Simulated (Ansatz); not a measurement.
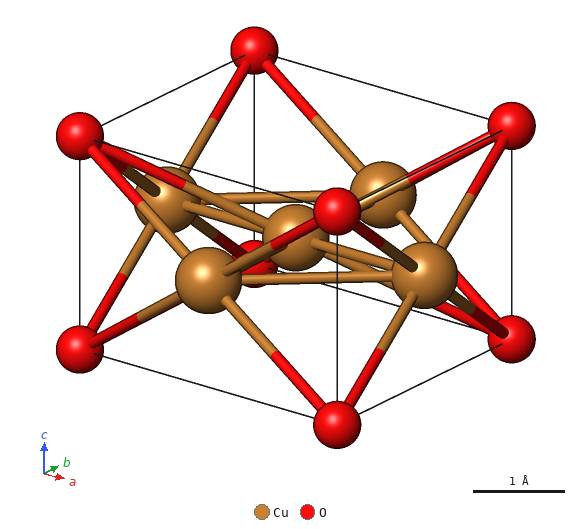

The crystal in a ball-and-stick representation, seen slightly off an axis. Atoms at the boundary of the conventional unit cell (the box) are drawn once for each face, edge or corner they touch. Cell: a = 4.78 Å, b = 4.78 Å, c = 2.40 Å, α = 90.00°, β = 90.00°, γ = 120.00°.

It goes back to a random cell made by a generator, so it need not be a real form of the compound. Earlier steps of the study may have refined or changed the cell and positions. It went into a calculation with Ansatz.

Question: Describe the crystal.

Answer: Its composition is Cu₃O. The symmetry is that of P6/mmm (No. 191), on a primitive hexagonal lattice. Counting shared atoms by their share gives 3 Cu, 1 O, or 4 atoms. Neighbours within bonding distance: Cu 10 and O 12.

Theory: DFT PBE, scalar-relativistic, plane waves, PAW in Ansatz. Numerical settings: a 420 eV plane-wave basis, a 12×12×18 k-point grid, Gaussian smearing of 0.1 eV, no spin polarisation.

Question: Classify it as metallic or gapped, with the value.

Answer: A metal: bands cross the Fermi level.

Question: Predict the Bader charges.

Answer: Cu +0.23 e; O -0.69 e.

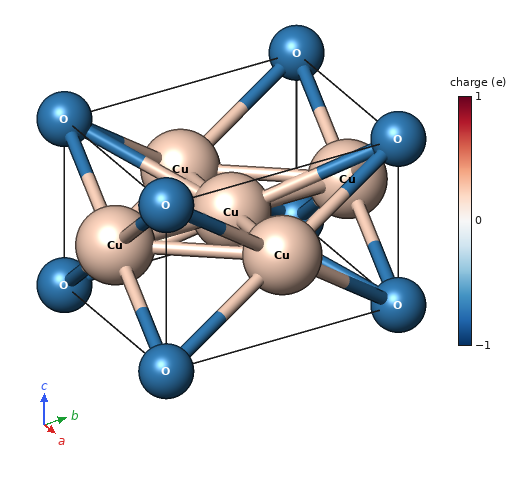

The atoms coloured by those charges. The run's cell of 4 atoms is drawn.

Question: Does the calculation find this structure at rest?

Answer: Yes. All forces vanish to within 0.01 eV/Å. The pressure is 0.0 GPa, close to zero.
